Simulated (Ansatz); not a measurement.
# Calculations on SiNi$_{2}$

Part 1: Relaxation

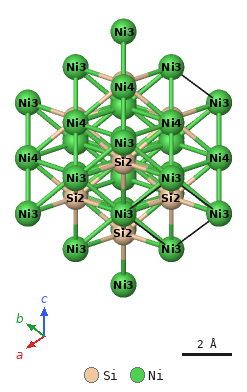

Crystalline SiNi2 (set up in P6_3/mmc), before the relaxation. The picture is a ball-and-stick view of the cell of the calculation, repeated 2 × 2 × 1 with one cell outlined, seen from a free direction.

Case: volume × 1.10, shape and atoms relaxed.

Method: Ansatz 0.2.0, DFT r2SCAN, scalar-relativistic, plane waves, PAW.

The input:
```yaml
crystal:
  lattice:
    - [3.9821062996, 0.0, 0.0]
    - [-1.9910531498, 3.448605216, 0.0]
    - [0.0, 0.0, 5.1174408208]
  atoms:
    - { symbol: Si, position: [0.3333333333, 0.6666666667, 0.75] }
    - { symbol: Si, position: [0.6666666667, 0.3333333333, 0.25] }
    - { symbol: Ni, position: [0.0, 0.0, 0.0] }
    - { symbol: Ni, position: [0.0, 0.0, 0.5] }
    - { symbol: Ni, position: [0.3333333333, 0.6666666667, 0.25] }
    - { symbol: Ni, position: [0.6666666667, 0.3333333333, 0.75] }
basis:
  ecutwfc: 500
kpoints:
  mp_grid: { grid: [12, 12, 8] }
hamiltonian:
  xc: r2scan
scf:
  occupations: { method: gaussian, width: 0.1 }
output:
  forces: true
  stress: true
  eigenvalues: true
relax:
  adjacent_minimum: "off"
  f_tol: 0.01
  max_steps: 30
  cell: { stress_tol: 0.1, fix: [volume] }
```

Launched with:
```bash
ansatz run input.yaml --threads 2 --pin off --max-ram 5120MiB --backend cpu --events-out ev --progress --plain --runs-dir out
```

> What does the optimiser find from here?

No atom moves by more than 0.005 Å relative to the cell. The drawn cell changes at constant volume: a = b 3.982 → 3.972 Å (−0.3 %), c 5.117 → 5.144 Å (+0.5 %). Near-neighbour distances that change, for instance: Ni3–Ni4 2.559 → 2.572 Å, Si1–Ni5 2.559 → 2.572 Å, Si1–Ni6 2.299 → 2.293 Å. The space group stays P6_3/mmc (No. 194). The energy falls by 0.3 meV per atom in 2 accepted moves (3 points after the start). All forces vanish by symmetry, so only the cell relaxes. The pressure goes from −17.15 to −16.96 GPa. At 1 point the geometry stayed and the basis and grid were re-selected for the new cell (energy shift of less than 0.05 meV per atom at most each time).

History of the run:

```json
{"step": "0", "E − E(0), meV/atom": "0.00", "pressure, GPa": "-17.15", "note": ""}
{"step": "1", "E − E(0), meV/atom": "-0.15", "pressure, GPa": "-17.09", "note": ""}
{"step": "2", "E − E(0), meV/atom": "-0.26", "pressure, GPa": "-16.96", "note": ""}
{"step": "3", "E − E(0), meV/atom": "-0.26", "pressure, GPa": "-16.96", "note": "same geometry, new basis"}
```

Limits of the set-up: an element that often carries a moment was run without spin polarisation.

Part 2: Relaxation

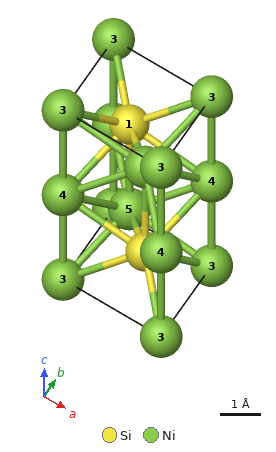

Crystalline SiNi$_{2}$ (set up in P6_3/mmc), before the relaxation. The picture is a ball-and-stick view of the cell of the calculation, seen from a free direction.

The calculation used Ansatz 0.2.0, DFT r2SCAN, scalar-relativistic, plane waves, PAW.

Input
```yaml
crystal:
  lattice:
    - [3.836, 0.0, 0.0]
    - [-1.918, 3.3220734489, 0.0]
    - [0.0, 0.0, 4.948]
  atoms:
    - { symbol: Si, position: [0.3333333333, 0.6666666667, 0.75] }
    - { symbol: Si, position: [0.6666666667, 0.3333333333, 0.25] }
    - { symbol: Ni, position: [0.0, 0.0, 0.0] }
    - { symbol: Ni, position: [0.0, 0.0, 0.5] }
    - { symbol: Ni, position: [0.3333333333, 0.6666666667, 0.25] }
    - { symbol: Ni, position: [0.6666666667, 0.3333333333, 0.75] }
basis:
  ecutwfc: 500
kpoints:
  mp_grid: { grid: [12, 12, 8] }
hamiltonian:
  xc: r2scan
scf:
  occupations: { method: gaussian, width: 0.1 }
output:
  forces: true
  stress: true
  eigenvalues: true
relax:
  adjacent_minimum: "off"
  f_tol: 0.005
  max_steps: 80
  cell: { stress_tol: 0.05 }
```

Run as
```bash
ansatz run input.yaml --threads 2 --pin off --max-ram 5120MiB --backend cpu --events-out ev --progress --plain --runs-dir out
```

Where does the relaxation end?

The atoms keep their places relative to the cell (all moves are under 0.005 Å). Cell: a = b 3.836 → 3.870 Å (+0.9 %), c 4.948 → 4.927 Å (−0.4 %). Volume +1.3 %. Near-neighbour distances that change, for instance: Si1–Ni6 2.215 → 2.234 Å, Si1–Ni3 2.537 → 2.551 Å, Ni3–Ni5 2.537 → 2.551 Å, Si1–Ni5 2.474 → 2.463 Å. The space group stays P6_3/mmc (No. 194). After 4 accepted moves (5 points after the start) the energy has fallen by 2.7 meV per atom. All forces vanish by symmetry, so only the cell relaxes. Pressure: 3.49 GPa at the start and 0.01 GPa at the end. At 1 point the geometry stayed and the basis and grid were re-selected for the new cell (energy shift of 0.1 meV per atom at most each time). The run took 2.1 min on 2 threads of Arm Neoverse V1, with other jobs on the host, peak memory 0.72 GiB.

After the run, drawn alike:

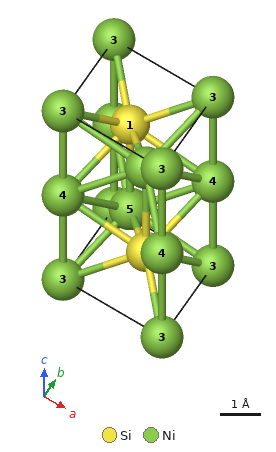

Limits of the set-up: an element that often carries a moment was run without spin polarisation.

Part 3: A change

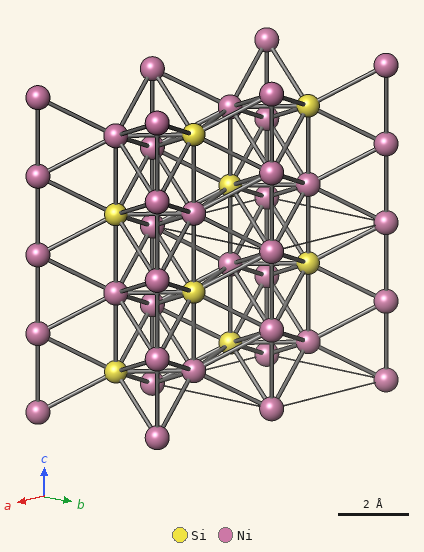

The starting point is crystalline SiNi2 (set up in P6_3/mmc). A ball-and-stick model of the cell of the calculation, repeated 2 × 1 × 2 with one cell outlined, seen from a free direction.

These are results of DFT r2SCAN, scalar-relativistic, plane waves, PAW (Ansatz 0.2.0), not measurements. Set-up: plane-wave cutoff 500 eV; k-point mesh 12 × 12 × 8; occupations gaussian; smearing width 0.1 eV; no spin polarisation.

The variant: The volume is changed by −3.0 %. The cell's shape and the atoms are relaxed at that volume.

Input file:
```yaml
crystal:
  lattice:
    - [3.8304565176, 0.0, 0.0]
    - [-1.9152282588, 3.3172726523, 0.0]
    - [0.0, 0.0, 4.8770420811]
  atoms:
    - { symbol: Si, position: [0.3333333333, 0.6666666667, 0.75] }
    - { symbol: Si, position: [0.6666666667, 0.3333333333, 0.25] }
    - { symbol: Ni, position: [0.0, 0.0, 0.0] }
    - { symbol: Ni, position: [0.0, 0.0, 0.5] }
    - { symbol: Ni, position: [0.3333333333, 0.6666666667, 0.25] }
    - { symbol: Ni, position: [0.6666666667, 0.3333333333, 0.75] }
basis:
  ecutwfc: 500
kpoints:
  mp_grid: { grid: [12, 12, 8] }
hamiltonian:
  xc: r2scan
scf:
  occupations: { method: gaussian, width: 0.1 }
output:
  forces: true
  stress: true
  eigenvalues: true
relax:
  adjacent_minimum: "off"
  f_tol: 0.01
  max_steps: 30
  cell: { stress_tol: 0.1, fix: [volume] }
```

Command:
```bash
ansatz run input.yaml --threads 2 --pin off --max-ram 5120MiB --backend cpu --events-out ev --progress --plain --runs-dir out
```

> What does the calculation give for the changed structure?

It costs 7.1 meV per atom. The pressure goes from 0.0 to 7.4 GPa. Cell: a = b 3.870 → 3.836 Å (−0.9 %), c 4.927 → 4.864 Å (−1.3 %). Volume −3.0 %. The atoms keep their places relative to the cell (all moves are under 0.005 Å). Among the bonded contacts that change: Ni–Ni 2.463 → 2.432 Å, Ni–Si 2.463 → 2.432 Å, Ni–Si 2.551 → 2.526 Å, Ni–Ni 2.551 → 2.526 Å. The space group stays P6_3/mmc (No. 194).

Limits of the set-up: an element that often carries a moment was run without spin polarisation.
